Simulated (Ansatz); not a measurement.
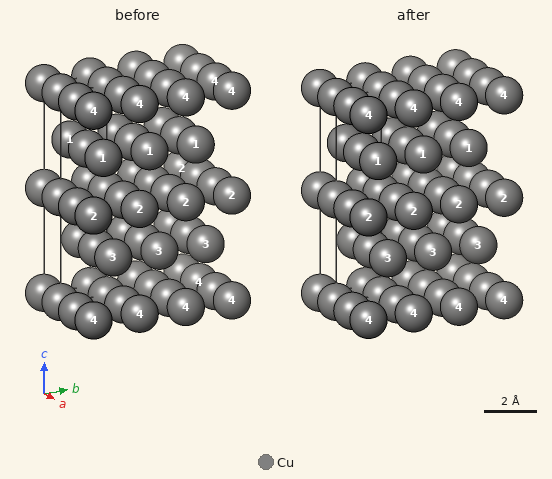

The structure of crystalline Cu (set up in P6_3/mmc) before (left) and after (right) a relaxation, at one scale.

The picture is a spheres-only view of the cell of the calculation, repeated 3 × 3 × 1 with one cell outlined, seen slightly off an axis.

The run lets cell and atoms move.

Level of theory: Kohn-Sham DFT of a periodic cell, PBEsol, Ansatz PAW in Ansatz 0.2.0.

Input
```yaml
crystal:
  lattice:
    - [2.5307640267, 0.0, 0.0]
    - [-1.2653820134, 2.1917059381, 0.0]
    - [0.0, 0.0, 8.26181508]
  atoms:
    - { symbol: Cu, position: [0.6666666667, 0.3333333333, 0.75] }
    - { symbol: Cu, position: [0.0, 0.0, 0.5] }
    - { symbol: Cu, position: [0.3333333333, 0.6666666667, 0.25] }
    - { symbol: Cu, position: [0.0, 0.0, 0.0] }
hamiltonian:
  xc: pbesol
  pseudopotentials: { kind: paw }
kpoints:
  mp_grid: { grid: [12, 12, 4] }
scf:
  occupations: { method: fermi_dirac, width: 0.05 }
output:
  forces: true
  stress: true
  eigenvalues: true
relax:
  f_tol: 0.01
  max_steps: 40
  cell: { stress_tol: 0.05, p_target: 10.0 }
```

Launched with:
```bash
ansatz run input.yaml --threads 2 --pin off --max-ram 5632MiB --backend cpu --events-out ev --progress --plain --runs-dir out
```

### Describe what moved and what it gained.

No atom moves by more than 0.005 Å relative to the cell. Cell: a = b 2.531 → 2.480 Å (−2.0 %), c 8.262 → 8.074 Å (−2.3 %). Volume −6.2 %. Near-neighbour distances that change, for instance: Cu1–Cu2 2.530 → 2.475 Å, Cu1–Cu1 2.531 → 2.480 Å. The space group stays P6_3/mmc (No. 194). Over 5 accepted moves (7 points after the start) the energy rises by 65.2 meV per cell of the calculation. With the target pressure of 10 GPa, the enthalpy E + pV changes by −0.112 eV per cell of the calculation. All forces vanish by symmetry, so only the cell relaxes. The pressure goes from −1.88 to 10.00 GPa. The SCF was repeated twice at an unchanged geometry on a basis and grid sized afresh for the cell, which shifted the energy by 2.7 meV per cell of the calculation at most.
